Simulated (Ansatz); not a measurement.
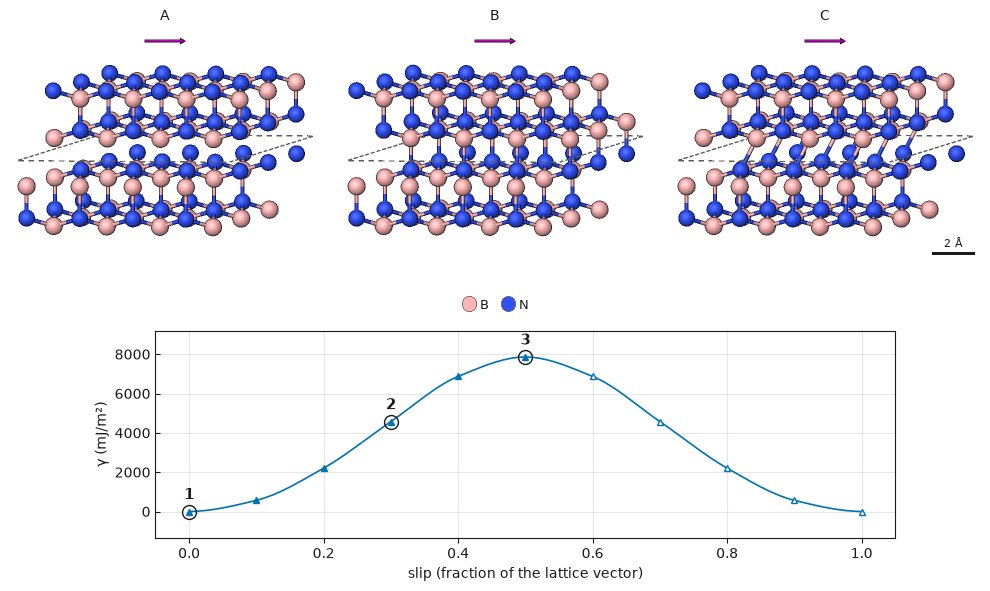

Energy scan for a crystal of BN (F-43m), in which the crystal above a cut along the (1 −1 1) plane of the conventional cell (between a plane of N below and one of B above, 1.57 Å apart) is slid rigidly by fractions of an in-plane lattice vector 2.56 Å long (a generalised stacking fault). One cut stands in each cell, which starts 12.6 Å high; nothing is relaxed, and the dashed outline marks the cut, the arrow on top the direction of slip. The frames are shuffled; the numbered points of the plot belong to them. Hollow markers are points alike by symmetry, not computed again. The picture is a ball-and-stick view of the layers on both sides of the cut, seen from the side, nearly along the cut plane.

Method: DFT PBE, scalar-relativistic, plane waves, PAW in Ansatz. Settings: plane-wave cutoff 420 eV; k-point mesh 10 × 10 × 2; occupations gaussian; smearing width 0.05 eV; no spin polarisation. Energies (free energies at the smearing named) are counted from the cell as listed in its source, which wasn't relaxed.

### Match the frames to the points.

Point 1 is frame B (the slip 0.00, 0 mJ/m²); 2 is frame C (the slip 0.30, 4573 mJ/m²); 3 is frame A (the slip 0.50, 7857 mJ/m²). The curve starts and ends at zero, since a full lattice vector restores the crystal. Its highest computed point is 7857 mJ/m² at slip 0.50, which the unstable stacking-fault energy of this rigid path equals or slightly exceeds. No local minimum shows among the points, so there is no metastable fault on this line. The path is symmetric about half-way. Relaxation across the fault would lower the values.
